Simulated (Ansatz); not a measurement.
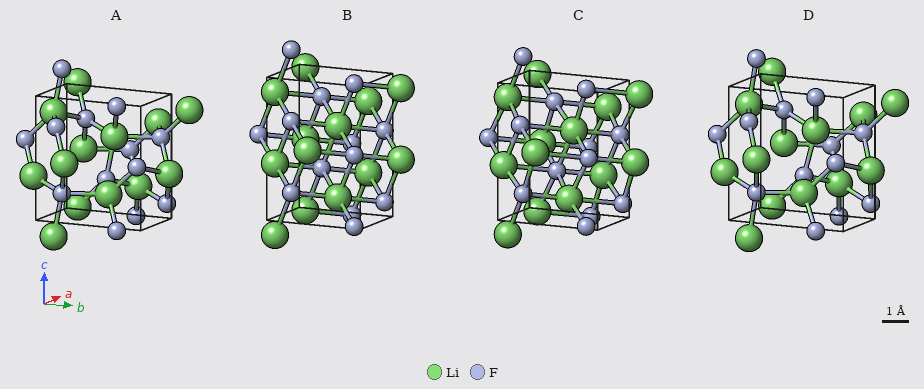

4 geometries from one relaxation of a crystal of LiF (a generated structure, set up in P2_12_12_1) (coarse preliminary run), in shuffled order. The picture is a ball-and-stick view of the cell of the calculation, seen from a free direction.

Level of theory: DFT PBE, scalar-relativistic, plane waves, PAW (Ansatz 0.2.0). Set-up: plane-wave cutoff 420 eV; k-point mesh 6 × 4 × 4; occupations gaussian; smearing width 0.1 eV; no spin polarisation; cell and atoms relaxed; force threshold 0.04 eV/Å; at most 70 steps.

### Order the frames from highest to lowest energy.

A, D, C, B. They are steps 0, 3, 6, 14, at +210 meV per atom, +87.4 meV per atom, +27.5 meV per atom relative to the last. The largest moves relative to the cell, 0.46 Å, are those of Li and F atoms. Largest moves by element: Li 0.46 Å, F 0.46 Å. Cell: a 2.715 → 2.869 Å (+5.7 %), b 4.601 → 4.090 Å (−11.1 %), c 4.981 → 5.729 Å (+15.0 %). Volume +8.0 %. Near-neighbour distances that change, for instance: F–Li 2.943 → 2.045 Å, F–Li 2.546 → 2.027 Å, F–Li 1.724 → 2.027 Å, F–Li 1.755 → 2.027 Å. New bonds form: F–Li (2.55 → 2.03 Å), F–Li (2.94 → 2.05 Å). Bond angles that change, for instance: Li–F–Li 143.1° → 180.0°, F–Li–F 143.1° → 180.0°, F–Li–F 125.6° → 90.0°. The space group (tolerance 0.01 Å) goes from P2_12_12_1 (No. 19) to I4/mmm (No. 139). Over 11 accepted moves (14 points after the start) the energy falls by 210 meV per atom. The largest force component goes from 0.33 to 0.00036 eV/Å. The pressure goes from 24.02 to 0.10 GPa. The line search rejected the trial step at point 9 of the run. The SCF was repeated twice at an unchanged geometry on a basis and grid sized afresh for the cell, which shifted the energy by 14.0 meV per atom at most. Cost: 93 s on 1 thread of Arm Neoverse V1, on a shared host, peak memory 0.31 GiB.
